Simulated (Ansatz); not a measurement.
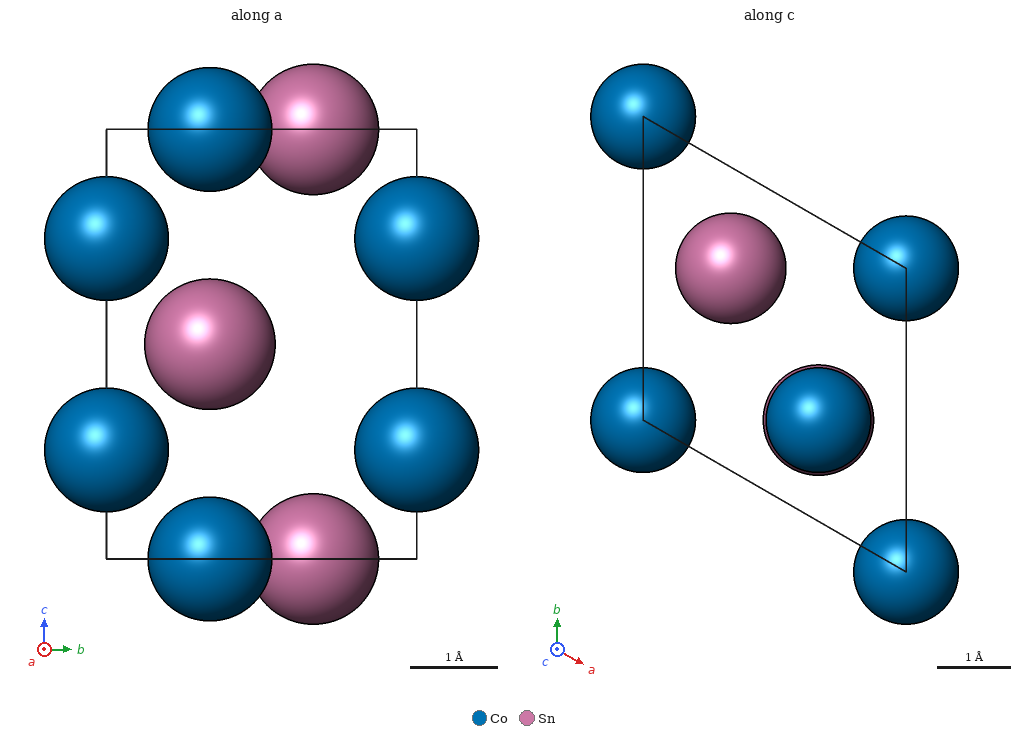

The image is a spheres-only drawing of a crystal, viewed along the a axis and along the c axis. The wireframe shows the conventional unit cell.

Co3Sn2, space group P-6m2 (No. 187), a = 4.16 Å, b = 4.16 Å, c = 4.99 Å, α = 90.00°, β = 90.00°, γ = 120.00°.

Computational set-up: DFT PBEsol, scalar-relativistic, plane waves, PAW in Ansatz, a cutoff energy of 420 eV, the zone sampled with 12×12×8 points, Gaussian smearing of 0.1 eV, collinear spins. The state is ferromagnetic, in a cell of 5 atoms.

Question: Is the electronic structure metallic or gapped?

Answer: A metal: bands cross the Fermi level.

Question: What is the computed pressure?

Answer: The computed pressure is 0.0 GPa, close to zero.

It goes back to a structure listed in the Materials Project. Earlier steps of the study may have refined or changed the cell and positions. It was run through Ansatz as a DFT input.
